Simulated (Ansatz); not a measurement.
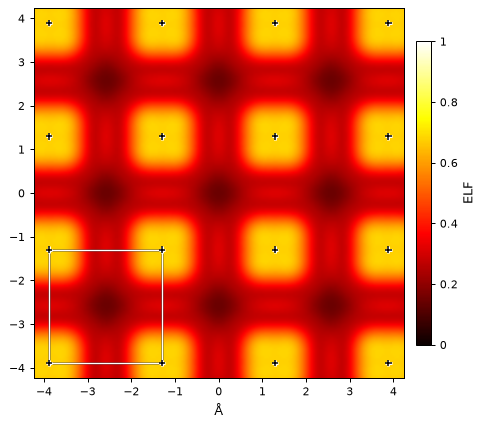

The ELF on a plane through atoms (crosses mark nuclei in the plane).

Theory: DFT, PBE, plane waves (420 eV) with PAW, scalar-relativistic in Ansatz.

Candidates:
A. Ni, a = 2.23 Å, b = 2.23 Å, c = 2.23 Å, α = 90.00°, β = 90.00°, γ = 90.00°. Space group Pm-3m; set up as Ni, simple cubic; a generated structure, not necessarily the stable one; changed on purpose from its base cell (volume × 0.88); computed pressure about 25 GPa in this cell; computed without spin polarisation.
B. Pt, a = 2.59 Å, b = 2.59 Å, c = 2.59 Å, α = 90.00°, β = 90.00°, γ = 90.00°. Space group Pm-3m; set up as Pt, simple cubic; a generated structure, not necessarily the stable one; changed on purpose from its base cell (volume × 0.96); computed pressure about 8 GPa in this cell.
C. Hg, a = 7.53 Å, b = 7.53 Å, c = 7.53 Å, α = 90.00°, β = 90.00°, γ = 90.00°. Space group Fd-3m; set up as Hg, diamond; a generated structure, not necessarily the stable one.

Question: Which candidate gave the map?

Answer: Candidate B: Pt on the (100) plane of the conventional cell, which holds Pt. Pt–Pt (2.59 Å): the ELF is about 0.30 at the midpoint.
